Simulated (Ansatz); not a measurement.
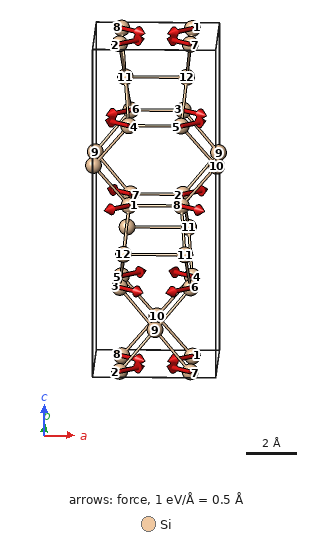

Starting geometry of crystalline Si (a generated structure, set up in I4_1/amd) (coarse preliminary run) with the computed forces as red arrows. The picture is a ball-and-stick view of the conventional cell (2 times the calculation's cell), seen from a free direction. Lengths and directions refer to the drawn axes.

The calculation used DFT PBE, scalar-relativistic, plane waves, PAW in Ansatz. (plane-wave cutoff 420 eV; k-point mesh 6 × 6 × 6; occupations gaussian; smearing width 0.1 eV; no spin polarisation; cell and atoms relaxed; force threshold 0.04 eV/Å; at most 70 steps)

What follows when this structure is relaxed?

It isn't relaxed: the largest force vector, on Si atoms, is 2.80 eV/Å. The atoms end up moving mostly along the starting forces (cosine between the two patterns 1.00). The largest moves relative to the cell, 0.098 Å, are those of 8 atoms (Si1, Si2, Si3, Si4 and others). Si2 goes along [1 1 0]. Cell: a = b 4.948 → 5.308 Å (+7.3 %), c 13.496 → 15.648 Å (+16.0 %). Volume +33.4 %. Among the contacts that change: Si1–Si2 2.979 → 3.392 Å, Si1–Si7 2.107 → 2.398 Å, Si1–Si10 2.213 → 2.441 Å, Si11–Si12 2.474 → 2.654 Å. Bond angles that change, for instance: Si10–Si4–Si11 118.3° → 125.4°, Si2–Si11–Si8 79.9° → 73.2°, Si2–Si11–Si4 100.1° → 106.8°. The space group stays I4_1/amd (No. 141). Over 4 accepted moves (5 points after the start) the energy falls by 639 meV per atom. Largest force component: 2 eV/Å at the start, 0.0086 eV/Å at the end. Pressure: 50.92 GPa at the start and 0.22 GPa at the end. At 1 point the geometry stayed and the basis and grid were re-selected for the new cell (energy shift of 5.0 meV per atom at most each time). The run took 76 s on 1 thread of Arm Neoverse V2, on a shared host, peak memory 0.5 GiB.
